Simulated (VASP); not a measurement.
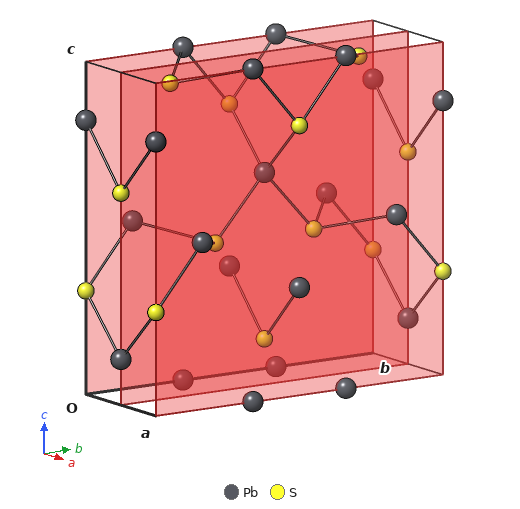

Every member of one family of equally spaced planes, hx + ky + lz = a whole number, that cuts the unit cell is shaded (one member passes through the origin O). Crystal: PbS, a cell listed in the Materials Project, as set up for an electronic-structure calculation. The drawing is computed from the coordinates (standard cell, symmetry found to 0.002 Å).

a = 4.070 Å, b = 11.380 Å, c = 11.147 Å, α = 90.00°, β = 90.00°, γ = 90.00°.

Which (hkl) family is drawn?

(2 0 0); the opposite sign names the same planes. The member next to the origin meets the axes a at 1/2, b never, c never.

What is the spacing?

d = 2.035 Å.

Which atoms of the cell lie in these planes (within 0.03 Å)?

all 8 Pb, all 8 S.

The space group is No. 38, Amm2. How many reflections hkl are equivalent to this one (itself included), and does it occur?

2 reflections are equivalent in the Laue class mmm. The space group allows the reflection.
